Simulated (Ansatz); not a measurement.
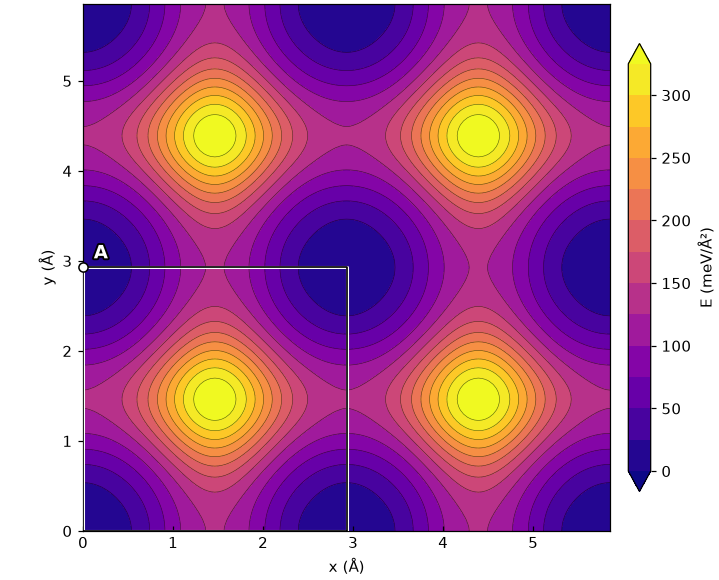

Ta (Fm-3m, No. 225; 6 atoms in the cell). Gamma surface: rigid slide across a plane, one fault a cell; the plane is (0 0 1) of the conventional cell. Places are given modulo a cell vector. The map is drawn in real space over the plane of the slide. Nothing is relaxed (rigid halves, spacing across the cut fixed). The grid has 6 × 6 points; 10 points were computed and 26 follow by symmetry. Energies: meV/Å², counted from the lowest grid point. Method: DFT LDA, scalar-relativistic, plane waves, PAW (Ansatz 0.2.0). Settings: cutoff 420 eV, k-mesh 15×15×4 in the order of the run's cell vectors, gaussian smearing 0.15 eV, no spin polarisation.

Drawn: filled contours, the outline of one cell of the 2 × 2 shown, one colour for all values above the top of the scale, the point A. Between grid points the surface is interpolated.

Q: What is the easiest way out of the well at A, and how high is the barrier?

A: The easiest path leads from the well at (0/6, 0/6) of the cell vectors to its copy one period on. Its highest point lies about 127 meV/Å² above the bottom of the first well on the interpolated surface, at (3/6, 0/6) of the cell vectors. The start is the relaxed structure and all else is held, so a fully relaxed path at this level can only be lower.

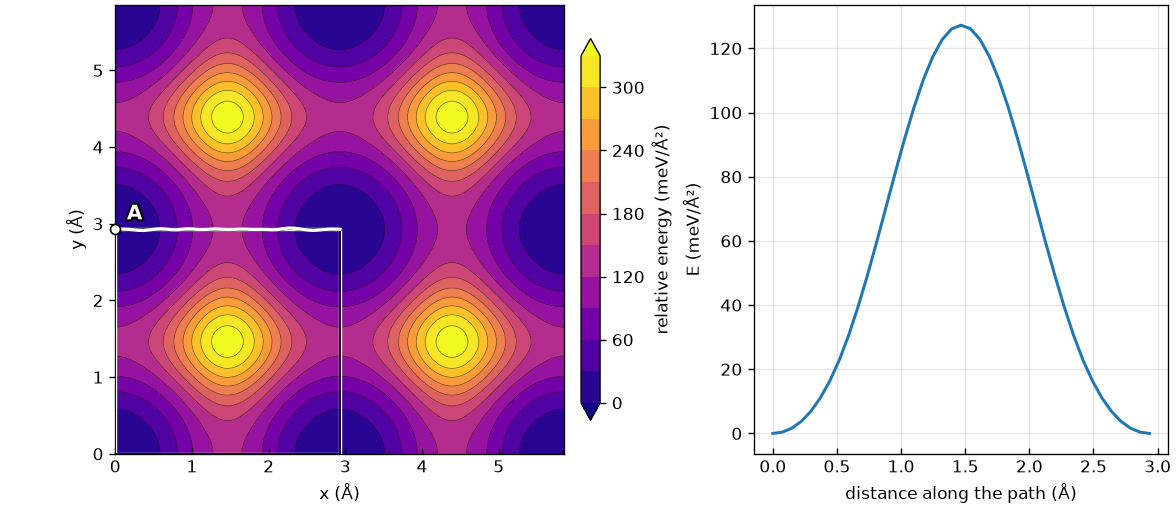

In the figure: filled contours, a line along the lowest path, the outline of one cell of the 2 × 2 shown, one colour for all values above the top of the scale, the energy along the path at the right. Between grid points the surface is interpolated.

PAW datasets: the set soft_1.
